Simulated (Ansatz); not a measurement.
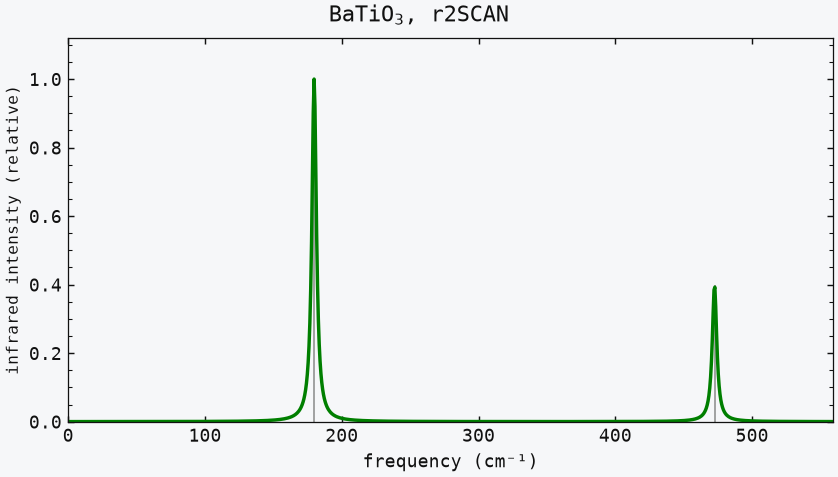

Plotted: infrared spectrum of the zone-centre phonons for BaTiO₃, space group Pm-3m (No. 221) (cell built by us, not taken from a database). Lines are broadened by Lorentzians of 4 cm⁻¹ full width; the spectrum is scaled to its strongest line. These are zero-field (TO) frequencies; inactive modes don't show. Modes with imaginary frequency are left out of the spectrum.

The given structure:
```
Ba Ti O
1.0
     3.99430    0.00000    0.00000
     0.00000    3.99430    0.00000
     0.00000    0.00000    3.99430
Ba Ti O
1 1 3
Direct
  0.00000 0.00000 0.00000
  0.50000 0.50000 0.50000
  0.50000 0.50000 0.00000
  0.50000 0.00000 0.50000
  0.00000 0.50000 0.50000
```

Computed with Ansatz 0.2.0: infrared-active and silent optical phonons at the zone centre of an insulator with atoms at rest in the given cell, intensity summed over the level, zero macroscopic field, imaginary frequencies are negative, field response on a mesh refined by the program; PAW. Level: r2SCAN, no spin polarisation.

```tsv
setting	value
wave cutoff	500 eV
k mesh	8×8×8
occupations	fixed
pressure	0 GPa
```

> Which are the strongest infrared lines?

The strongest infrared line is at 179.8 cm⁻¹, followed by 472.5 (40 % of it).

The computed values:

```csv
frequency (cm⁻¹),degeneracy,infrared ((D/Å)²/amu)
-226.5,3,247
179.8,3,8.06
299.3,3,0
472.5,3,3.21
```
